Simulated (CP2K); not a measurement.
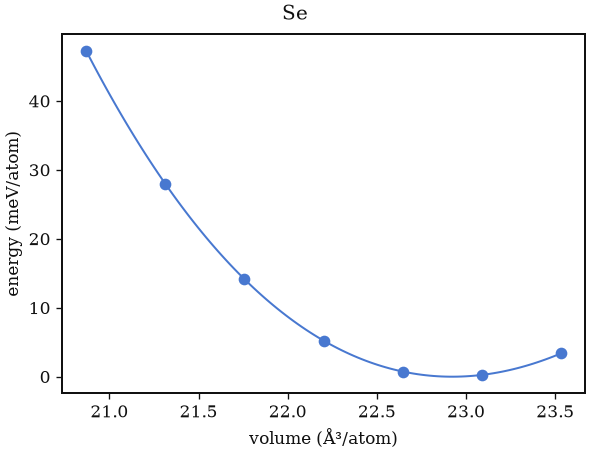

The figure shows the energy against volume for Se, space group Pm-3m (No. 221).

Structure:
```cif
data_structure
_symmetry_space_group_name_H-M 'P 1'
_symmetry_Int_Tables_number 1
_cell_length_a 2.8106
_cell_length_b 2.8106
_cell_length_c 2.8106
_cell_angle_alpha 90.000
_cell_angle_beta 90.000
_cell_angle_gamma 90.000
_cell_volume 22.20
loop_
_atom_site_label
_atom_site_type_symbol
_atom_site_fract_x
_atom_site_fract_y
_atom_site_fract_z
_atom_site_occupancy
Se1 Se 0.00000 0.00000 0.00000 1
```

Method: DFT in Gaussian orbitals with a plane-wave density, no spin polarisation; energies at scaled volumes of the given cell, shape and fractions fixed, counted from the fit's minimum, third-order Birch-Murnaghan fit (CP2K 2026.2). Level: PBE.

k mesh 9×9×9; occupations Fermi–Dirac; smearing width 0.05 eV; potentials GTH PBE with UZH TZVP basis; density cutoff 6123 eV; program settings ngrids 4, basis sets Se TZVP-MOLOPT-PBE-GTH-q6, cutoff ry 450 Ry, rel cutoff ry 60 Ry.

From this curve and the settings, what does the calculation give for the pressure at the same points?

The pressure falls from 8.02 GPa at volume 20.87 Å³/atom to −1.74 GPa at 23.53 Å³/atom, and changes sign near 22.93 Å³/atom.

```json
{"volume (Å³/atom)": "20.87", "pressure (GPa)": "8.02"}
{"volume (Å³/atom)": "21.31", "pressure (GPa)": "5.94"}
{"volume (Å³/atom)": "21.76", "pressure (GPa)": "4.07"}
{"volume (Å³/atom)": "22.20", "pressure (GPa)": "2.39"}
{"volume (Å³/atom)": "22.65", "pressure (GPa)": "0.87"}
{"volume (Å³/atom)": "23.09", "pressure (GPa)": "-0.50"}
{"volume (Å³/atom)": "23.53", "pressure (GPa)": "-1.74"}
```
